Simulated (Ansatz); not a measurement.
## MnO2: single-point calculation (part 2 of 3)

MnO2 (6 atoms in the cell); DFT PBE+U, spin-orbit coupling, plane waves, PAW, Ueff = 1 eV on Mn atom 1 d; Ueff = 1 eV on Mn atom 2 d (Ansatz 0.2.0); cutoff 420 eV, 4×4×7 k-mesh, Gaussian smearing of 0.05 eV. The structure derives from an entry of the Crystallography Open Database. It belongs to a series of runs on one base structure; here: natural orbitals of the symmetric run, filled by rank.

Geometry of the input (Å; fractional positions):
```
4.3960  0.0000  0.0000
0.0000  4.3960  0.0000
0.0000  0.0000  2.8710
Mn 0.0000  0.0000  0.0000
Mn 0.5000  0.5000  0.5000
O  0.3020  0.3020  0.0000
O  0.1980  0.8020  0.5000
O  0.6980  0.6980  0.0000
O  0.8020  0.1980  0.5000
```

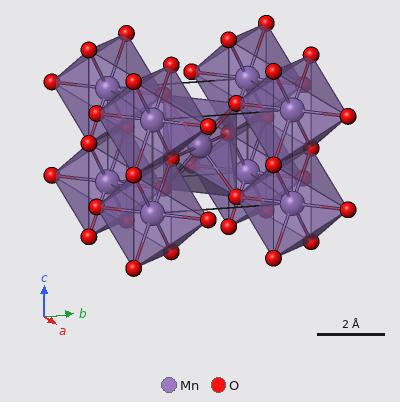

Figure 1. The input geometry (polyhedral view of the cell of the calculation, seen slightly off an axis; polyhedra are completed across the faces of the cell). An atom can appear more than once, as a periodic image.

Output, continued
```
SCF iter   1: F=—  HF=-10066.720470 eV  |F-HF|=—  |Δ(HF+E_count)|=         —  Δρ=2.53e-1  dr2=3.46e1  dr2_m=8.29e-1  ethr=3.10e-3  |M|=4.63e0 ∫|m|=4.84e0 μB  |m|>n=0.0e0 m-floor=0.0e0 τ_xc=1.2e-14 mc-row=0.0e0  β_m=0.30  ⟨swp⟩=7.3  Hψ=8104  notcnv=0  defer=1
preconditioner: auto → Kerker (q_TF=auto, 2.716 Å⁻¹)  [metal: Δε(μ)=0.027 eV  Ē_g=7.795 eV  σ=0.050 eV  W_gap=0.28  n_scr=18 (ndim 8)  ℏωp=30.7 eV  f_vac=0.000  D(μ)=5.31/eV (n_scr^D=66)]
spin=Noncollinear: Kerker preconditioning applied to the charge; magnetization (m_x, m_y, m_z) channels mix plain (no charge-response kernel on spin).
SCF iter   2: F=—  HF=-10065.831671 eV  |F-HF|=—  |Δ(HF+E_count)|=   8.89e-1  Δρ=1.45e-1  dr2=8.38e0  dr2_m=5.50e-1  ethr=3.10e-3  |M|=6.00e0 ∫|m|=6.16e0 μB  |m|>n=0.0e0 m-floor=0.0e0 τ_xc=1.9e-3 mc-row=0.0e0  β_m=1.00  ⟨swp⟩=3.1  Hψ=4132  notcnv=0  defer=75
preconditioner: auto → Resta (q_TF=auto, 2.716 Å⁻¹)  ε∞=11.8  [insulator: Δε(μ)=0.339 eV  Ē_g=9.365 eV  σ=0.050 eV  W_gap=1.00  n_scr=18 (ndim 8)  ℏωp=30.7 eV  f_vac=0.000  D(μ)=0.00/eV (n_scr^D=0)  ε∞_Penn≈11.8]
spin=Noncollinear: Resta preconditioning applied to the charge; magnetization (m_x, m_y, m_z) channels mix plain (no charge-response kernel on spin).
SCF iter   3: F=—  HF=-10065.155447 eV  |F-HF|=—  |Δ(HF+E_count)|=   6.76e-1  Δρ=7.11e-2  dr2=1.79e0  dr2_m=9.96e-3  ethr=3.10e-3  |M|=6.00e0 ∫|m|=6.21e0 μB  |m|>n=0.0e0 m-floor=0.0e0 τ_xc=2.2e-3 mc-row=0.0e0  β_m=1.00  ⟨swp⟩=3.0  Hψ=3648  notcnv=0  defer=135
SCF iter   4: F=—  HF=-10065.681470 eV  |F-HF|=—  |Δ(HF+E_count)|=   5.26e-1  Δρ=7.12e-2  dr2=2.47e0  dr2_m=4.37e-2  ethr=3.10e-3  |M|=6.03e0 ∫|m|=6.22e0 μB  |m|>n=0.0e0 m-floor=0.0e0 τ_xc=2.5e-3 mc-row=0.0e0  β_m=0.30  ⟨swp⟩=3.0  Hψ=3211  notcnv=0  defer=153
SCF iter   5: F=—  HF=-10065.538179 eV  |F-HF|=—  |Δ(HF+E_count)|=   1.43e-1  Δρ=2.20e-2  dr2=2.05e-1  dr2_m=4.26e-4  ethr=3.10e-3  |M|=6.00e0 ∫|m|=6.19e0 μB  |m|>n=0.0e0 m-floor=0.0e0 τ_xc=3.0e-3 mc-row=0.0e0  β_m=1.00  ⟨swp⟩=2.8  Hψ=2717  notcnv=0  defer=149
SCF iter   6: F=—  HF=-10065.587373 eV  |F-HF|=—  |Δ(HF+E_count)|=   4.92e-2  Δρ=1.28e-2  dr2=7.31e-2  dr2_m=1.74e-4  ethr=3.80e-4  |M|=6.00e0 ∫|m|=6.19e0 μB  |m|>n=0.0e0 m-floor=0.0e0 τ_xc=3.3e-3 mc-row=0.0e0  β_m=0.30  ⟨swp⟩=2.2  Hψ=2441  notcnv=0  defer=143
SCF iter   7: F=—  HF=-10065.615255 eV  |F-HF|=—  |Δ(HF+E_count)|=   2.79e-2  Δρ=3.14e-3  dr2=2.23e-3  dr2_m=8.22e-4  ethr=1.35e-4  |M|=6.00e0 ∫|m|=6.18e0 μB  |m|>n=0.0e0 m-floor=0.0e0 τ_xc=3.6e-3 mc-row=0.0e0  β_m=0.30  ⟨swp⟩=2.2  Hψ=2699  notcnv=0  defer=143
SCF iter   8: F=—  HF=-10065.633203 eV  |F-HF|=—  |Δ(HF+E_count)|=   1.79e-2  Δρ=2.03e-3  dr2=1.18e-3  dr2_m=5.44e-4  ethr=4.13e-6  |M|=6.00e0 ∫|m|=6.17e0 μB  |m|>n=0.0e0 m-floor=0.0e0 τ_xc=3.8e-3 mc-row=0.0e0  β_m=0.30  ⟨swp⟩=2.0  Hψ=3570  notcnv=0  defer=150
SCF iter   9: F=—  HF=-10065.642708 eV  |F-HF|=—  |Δ(HF+E_count)|=   9.50e-3  Δρ=1.27e-3  dr2=4.44e-4  dr2_m=4.12e-4  ethr=2.19e-6  |M|=6.00e0 ∫|m|=6.17e0 μB  |m|>n=0.0e0 m-floor=0.0e0 τ_xc=4.0e-3 mc-row=0.0e0  β_m=0.30  ⟨swp⟩=2.0  Hψ=3396  notcnv=0  defer=150
SCF iter  10: F=—  HF=-10065.646846 eV  |F-HF|=—  |Δ(HF+E_count)|=   4.14e-3  Δρ=1.08e-3  dr2=1.81e-4  dr2_m=2.95e-4  ethr=8.22e-7  |M|=6.00e0 ∫|m|=6.17e0 μB  |m|>n=0.0e0 m-floor=0.0e0 τ_xc=4.1e-3 mc-row=0.0e0  β_m=0.30  ⟨swp⟩=2.0  Hψ=2431  notcnv=0  defer=150
SCF iter  11: F=—  HF=-10065.648970 eV  |F-HF|=—  |Δ(HF+E_count)|=   2.12e-3  Δρ=8.72e-4  dr2=2.11e-5  dr2_m=1.94e-4  ethr=3.35e-7  |M|=6.00e0 ∫|m|=6.16e0 μB  |m|>n=0.0e0 m-floor=0.0e0 τ_xc=4.2e-3 mc-row=0.0e0  β_m=0.30  ⟨swp⟩=2.0  Hψ=3209  notcnv=0  defer=150
Mixer restart at iter 11: flushing history
SCF iter  12: F=—  HF=-10065.978755 eV  |F-HF|=—  |Δ(HF+E_count)|=         —  Δρ=5.22e-3  dr2=1.42e-2  dr2_m=1.78e-4  ethr=3.90e-8  |M|=6.00e0 ∫|m|=6.17e0 μB  |m|>n=0.0e0 m-floor=0.0e0 τ_xc=4.3e-3 mc-row=0.0e0  β_m=0.30  ⟨swp⟩=4.1  Hψ=4155  notcnv=0  defer=150
SCF iter  13: F=—  HF=-10066.143636 eV  |F-HF|=—  |Δ(HF+E_count)|=   1.65e-1  Δρ=3.07e-3  dr2=5.38e-3  dr2_m=6.59e-5  ethr=3.90e-8  |M|=6.00e0 ∫|m|=6.17e0 μB  |m|>n=0.0e0 m-floor=0.0e0 τ_xc=4.4e-3 mc-row=0.0e0  β_m=1.00  ⟨swp⟩=3.1  Hψ=4587  notcnv=0  defer=156
SCF iter  14: F=—  HF=-10066.225318 eV  |F-HF|=—  |Δ(HF+E_count)|=   8.17e-2  Δρ=2.84e-3  dr2=2.75e-3  dr2_m=1.69e-4  ethr=3.90e-8  |M|=6.00e0 ∫|m|=6.18e0 μB  |m|>n=0.0e0 m-floor=0.0e0 τ_xc=4.6e-3 mc-row=0.0e0  β_m=1.00  ⟨swp⟩=3.8  Hψ=4677  notcnv=0  defer=158
SCF iter  15: F=—  HF=-10066.269173 eV  |F-HF|=—  |Δ(HF+E_count)|=   4.39e-2  Δρ=8.15e-3  dr2=3.46e-2  dr2_m=2.18e-4  ethr=3.90e-8  |M|=6.00e0 ∫|m|=6.19e0 μB  |m|>n=0.0e0 m-floor=0.0e0 τ_xc=4.9e-3 mc-row=0.0e0  β_m=0.30  ⟨swp⟩=4.1  Hψ=5296  notcnv=0  defer=160
Mixer restart at iter 15: flushing history
spin-set hold released at iteration 15 (site moments' squared step at or under half its running peak, from the soft ceiling on): the magnetisation degrees of freedom join the quasi-Newton model from the next iteration; the mixer history was flushed
SCF iter  16: F=—  HF=-10066.286323 eV  |F-HF|=—  |Δ(HF+E_count)|=   1.72e-2  Δρ=1.33e-3  dr2=3.73e-4  dr2_m=7.70e-5  ethr=3.90e-8  |M|=6.00e0 ∫|m|=6.19e0 μB  |m|>n=0.0e0 m-floor=0.0e0 τ_xc=5.1e-3 mc-row=0.0e0  β_m=0.41  ⟨swp⟩=4.5  Hψ=5618  notcnv=0  defer=160
SCF iter  17: F=—  HF=-10066.301367 eV  |F-HF|=—  |Δ(HF+E_count)|=   1.50e-2  Δρ=3.36e-3  dr2=6.21e-3  dr2_m=1.10e-4  ethr=3.90e-8  |M|=6.00e0 ∫|m|=6.19e0 μB  |m|>n=0.0e0 m-floor=0.0e0 τ_xc=5.5e-3 mc-row=0.0e0  β_m=0.48  ⟨swp⟩=3.0  Hψ=4333  notcnv=0  defer=160
SCF iter  18: F=—  HF=-10066.305747 eV  |F-HF|=—  |Δ(HF+E_count)|=   4.38e-3  Δρ=6.60e-4  dr2=5.37e-5  dr2_m=1.11e-4  ethr=3.90e-8  |M|=6.00e0 ∫|m|=6.20e0 μB  |m|>n=0.0e0 m-floor=0.0e0 τ_xc=6.1e-3 mc-row=0.0e0  β_m=0.74  ⟨swp⟩=3.3  Hψ=4388  notcnv=0  defer=160
SCF iter  19: F=—  HF=-10066.305833 eV  |F-HF|=—  |Δ(HF+E_count)|=   8.58e-5  Δρ=2.79e-4  dr2=4.02e-5  dr2_m=1.03e-5  ethr=3.90e-8  |M|=6.00e0 ∫|m|=6.21e0 μB  |m|>n=0.0e0 m-floor=0.0e0 τ_xc=6.8e-3 mc-row=0.0e0  β_m=0.87  ⟨swp⟩=2.9  Hψ=3348  notcnv=0  defer=160
SCF iter  20: F=—  HF=-10066.305834 eV  |F-HF|=—  |Δ(HF+E_count)|=   1.23e-6  Δρ=4.04e-5  dr2=4.93e-7  dr2_m=4.30e-7  ethr=3.90e-8  |M|=6.00e0 ∫|m|=6.21e0 μB  |m|>n=0.0e0 m-floor=0.0e0 τ_xc=7.1e-3 mc-row=0.0e0  β_m=0.94  ⟨swp⟩=2.0  Hψ=2657  notcnv=0  defer=160
SCF iter  21: F=—  HF=-10066.305836 eV  |F-HF|=—  |Δ(HF+E_count)|=   1.12e-6  Δρ=5.57e-5  dr2=1.37e-6  dr2_m=8.18e-8  ethr=9.14e-10  |M|=6.00e0 ∫|m|=6.21e0 μB  |m|>n=0.0e0 m-floor=0.0e0 τ_xc=7.3e-3 mc-row=0.0e0  β_m=0.94  ⟨swp⟩=2.1  Hψ=3202  notcnv=0  defer=160
SCF iter  22: F=—  HF=-10066.305836 eV  |F-HF|=—  |Δ(HF+E_count)|=   1.59e-7  Δρ=4.36e-5  dr2=1.05e-6  dr2_m=2.94e-8  ethr=9.14e-10  |M|=6.00e0 ∫|m|=6.21e0 μB  |m|>n=0.0e0 m-floor=0.0e0 τ_xc=7.4e-3 mc-row=0.0e0  β_m=0.72  ⟨swp⟩=2.0  Hψ=3151  notcnv=0  defer=160
SCF iter  23: F=-10066.305836 eV  HF=-10066.305836 eV  |F-HF|=3.28e-8  |Δ(HF+E_count)|=   1.07e-7  Δρ=1.28e-5  dr2=7.25e-8  dr2_m=1.80e-8  ethr=1.85e-10  |M|=6.00e0 ∫|m|=6.21e0 μB  |m|>n=0.0e0 m-floor=0.0e0 τ_xc=7.4e-3 mc-row=0.0e0  ⟨swp⟩=12.7  Hψ=13893  notcnv=0
SCF 1 converged in 23 iterations: F = -10066.305836 eV  dr2 = 7.25e-8
  greatest PAW one-centre occupation: 1.000 electrons in one spin orbital (limit 2), on the Mn atom at site 1 (counted from 0), in its partial waves of l = 0
```

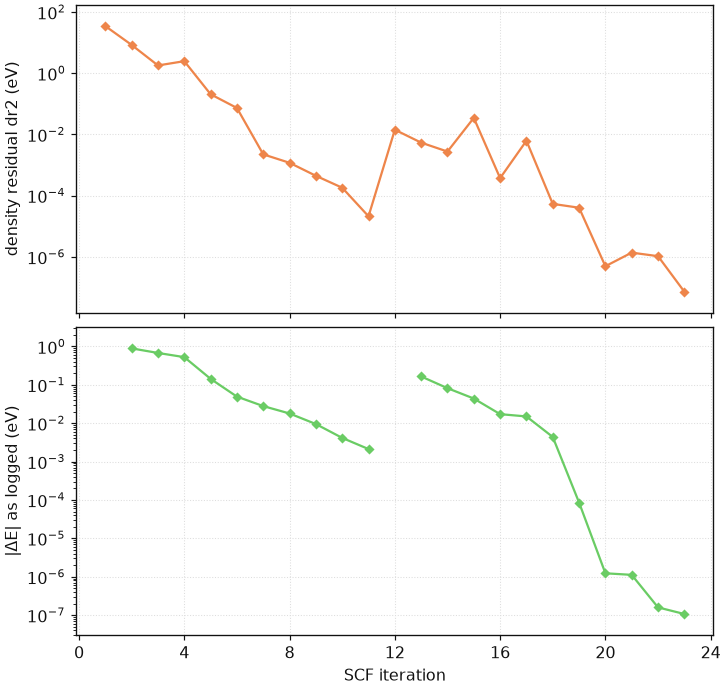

Figure 2. Convergence of the self-consistent field: density residual dr2 and size of the energy change against the SCF iteration. The residual falls unevenly and jumps up by a factor of two or more 4 times on the way down.

```
SCF converged after 23 iterations
Magnetization: |M| = 5.9954 μB,  M = (+4.2394, +4.2394, +0.0000) μB
Absolute magnetization: 6.2344 μB (∫|m|, with the PAW one-centre terms)
  site 0: m = (+1.7193, +1.7193, -0.0000) μB, |m| = 2.4315 μB  (R = 0.77 Å)
  site 1: m = (+1.7194, +1.7194, +0.0000) μB, |m| = 2.4316 μB  (R = 0.77 Å)
  site 2: m = (+0.0511, +0.0511, -0.0000) μB, |m| = 0.0723 μB  (R = 0.77 Å)
  site 3: m = (+0.0511, +0.0511, +0.0000) μB, |m| = 0.0723 μB  (R = 0.77 Å)
  site 4: m = (+0.0511, +0.0511, +0.0000) μB, |m| = 0.0723 μB  (R = 0.77 Å)
  site 5: m = (+0.0511, +0.0511, +0.0000) μB, |m| = 0.0723 μB  (R = 0.77 Å)
Free energy (F): -10066.305836 eV
Harris-Foulkes:  -10066.305836 eV  (|F-HF|=3.28e-8)
Internal energy: -10066.305489 eV  (E = F + TS)
E sigma→0 (E₀):  -10066.305663 eV
Entropy (-TS):   -0.000346 eV (-0.058 meV/atom)
Fermi energy:    10.770341 eV
--- Per-component energies (eV) ---
  E_band       = -585.647058
  E_kinetic    = 1299.897972
  E_local      = -5443.220662  (includes V_loc(G=0)·N_el)
  E_nonlocal   = 665.476278
  E_hartree    = 2139.370559
  E_xc         = -521.335125
  E_vxc        = -666.247359  (∫ρ·V_xc dr)
  E_hubbard    = 1.383065  (on-site DFT+U / exact-exchange correction)
  E_vhub       = -2.285551  (the Hubbard potential's part of the band-sum identity)
  E_paw        = -3221.231280  (= ΣΔE_a)
  E_vpaw       = -718.031217  (= ΣTr[D̂ρ^β])
  E_aug_tail   = 0.009838  (compensation charges beyond the density's cutoff)
  E_ewald      = -4986.656134
  E_smearing   = -0.000346  (= −TS)
  E_closure    = 0.000000  (closes the sum)
  Σ components = -10066.305836   (vs F -10066.305836, Δ=0.00e0)
--- Hubbard shell moments (per corrected site; Tr N, ν in electrons; μ in μ_B) ---
  shell 0: Tr N=5.0516  μ_S=(+1.9523, +1.9523, +0.0000)  μ_L=(-0.0119, -0.0119, +0.0000)  μ=(+1.9404, +1.9404, +0.0000)  ν=0.0313 along (+0.707, +0.707, -0.000)
  shell 1: Tr N=5.0517  μ_S=(+1.9524, +1.9524, +0.0000)  μ_L=(-0.0135, -0.0135, -0.0000)  μ=(+1.9389, +1.9389, +0.0000)  ν=0.0305 along (+0.707, +0.707, +0.000)
--- Specified on-site occupations, and those of the state reported ---
  electrons in the specified blocks: 6.1000 specified, 10.1033 found
  site 0 (l=d): largest change of an orbital's occupation 0.4618; electrons 3.0500 specified, 5.0516 found; spectral distance 0.8203
  site 1 (l=d): largest change of an orbital's occupation 0.4617; electrons 3.0500 specified, 5.0517 found; spectral distance 0.8203
--- Forces (eV/Å), atoms counted from 1 ---
  atom   1  Mn    -0.00000000     0.00000000     0.00000000
  atom   2  Mn    -0.00000000     0.00000000     0.00000000
  atom   3  O      0.33564693     0.33564693     0.00000000
  atom   4  O     -0.33544009     0.33544009     0.00000000
  atom   5  O     -0.33564693    -0.33564693     0.00000000
  atom   6  O      0.33544009    -0.33544009     0.00000000
  max |Σ_I F_I| component: 0.00e0 eV/Å
--- Stress (GPa, compression-positive) ---
        6.903648       0.000227      -0.000000
        0.000227       6.903648       0.000000
        0.000000       0.000000       5.075808
  P = ⅓ Tr σ = 6.2944 GPa (62.944 kbar)
--- Band table (eV; the first three rows and the last of 28) ---
  k-point 0: bands = ["-71.1725", "-71.1698", "-68.0209", "-68.0175", "-40.4067", "-40.3801", "-39.9820", "-39.9251", "-39.4553", "-39.4190", "-37.0989", "-37.0713", "-36.6845", "-36.6228", "-36.3885", "-36.3493", "-9.0573", "-8.8723", "-7.1668", "-6.9621", "-6.8139", "-6.8138", "-6.6522", "-6.6522", "2.7489", "3.4337", "3.4526", "3.9222", "4.4313", "5.0789", "5.0791", "5.1662", "5.9228", "5.9232", "6.8776", "6.8776", "7.1086", "7.1087", "7.4504", "7.5178", "7.6085", "7.6593", "7.8212", "7.8267", "8.0331", "9.3410", "9.3430", "9.7707", "9.7707", "10.0133", "10.0133", "10.3288", "10.4810", "10.6977", "10.7709", "11.3783", "11.6057", "11.7784", "11.7870", "11.8956", "12.9039", "13.5753", "13.5758", "13.8809", "14.4995", "14.9799"]
  k-point 1: bands = ["-71.1707", "-71.1682", "-68.0189", "-68.0159", "-40.4152", "-40.3905", "-39.9790", "-39.9246", "-39.4630", "-39.4277", "-37.1086", "-37.0840", "-36.6801", "-36.6221", "-36.3968", "-36.3593", "-8.8597", "-8.6758", "-7.1136", "-6.9128", "-6.8450", "-6.8447", "-6.6790", "-6.6790", "3.0349", "3.6337", "3.7002", "4.1486", "4.5746", "4.8961", "4.8962", "5.4114", "5.6871", "5.6874", "6.5758", "6.9006", "7.1708", "7.1773", "7.2017", "7.5189", "7.5192", "7.5745", "7.5748", "7.6675", "8.2233", "8.4814", "9.1715", "9.4402", "9.4414", "9.9886", "9.9890", "10.0978", "10.3975", "10.5460", "11.1415", "11.7139", "11.8057", "11.8250", "12.1835", "12.1862", "13.1892", "13.1952", "13.2424", "13.7644", "14.2064", "14.6763"]
  k-point 2: bands = ["-71.1667", "-71.1649", "-68.0143", "-68.0123", "-40.4349", "-40.4148", "-39.9722", "-39.9235", "-39.4788", "-39.4466", "-37.1319", "-37.1144", "-36.6699", "-36.6209", "-36.4132", "-36.3803", "-8.3378", "-8.1570", "-7.0551", "-6.9171", "-6.9162", "-6.8629", "-6.7414", "-6.7412", "3.7539", "4.1057", "4.3267", "4.7571", "4.7579", "4.7967", "4.8779", "5.4465", "5.5891", "5.5891", "5.8570", "6.1226", "6.2067", "6.8442", "6.8448", "7.0533", "7.5099", "7.7732", "7.7734", "7.8492", "7.8496", "8.1878", "8.5800", "8.5807", "8.9005", "9.6548", "9.7886", "10.1570", "10.3062", "10.3065", "11.6877", "11.8976", "11.9333", "12.3944", "12.7108", "12.7125", "12.8122", "12.8141", "13.3922", "13.4458", "13.7491", "14.2493"]
  k-point 27: bands = ["-71.1631", "-71.1628", "-68.0100", "-68.0098", "-40.4513", "-40.4353", "-39.9667", "-39.9230", "-39.4903", "-39.4611", "-37.1515", "-37.1410", "-36.6614", "-36.6206", "-36.4241", "-36.3963", "-7.2819", "-7.2818", "-7.1194", "-7.1173", "-7.1030", "-7.1008", "-6.9343", "-6.9341", "4.0150", "4.0167", "4.0916", "4.0937", "4.4256", "4.4260", "4.8872", "4.8872", "5.3803", "5.3804", "6.1644", "6.1646", "6.3331", "6.3335", "6.9361", "6.9398", "6.9741", "6.9781", "8.2695", "8.2717", "8.5864", "8.5884", "9.0406", "9.0407", "9.5236", "9.5240", "9.9067", "9.9084", "9.9258", "9.9270", "12.4007", "12.4035", "12.4444", "12.4565", "12.6409", "12.6545", "12.6806", "12.6828", "13.0008", "13.0027", "14.1027", "14.1032"]
Occupation matrices written to [file]
```
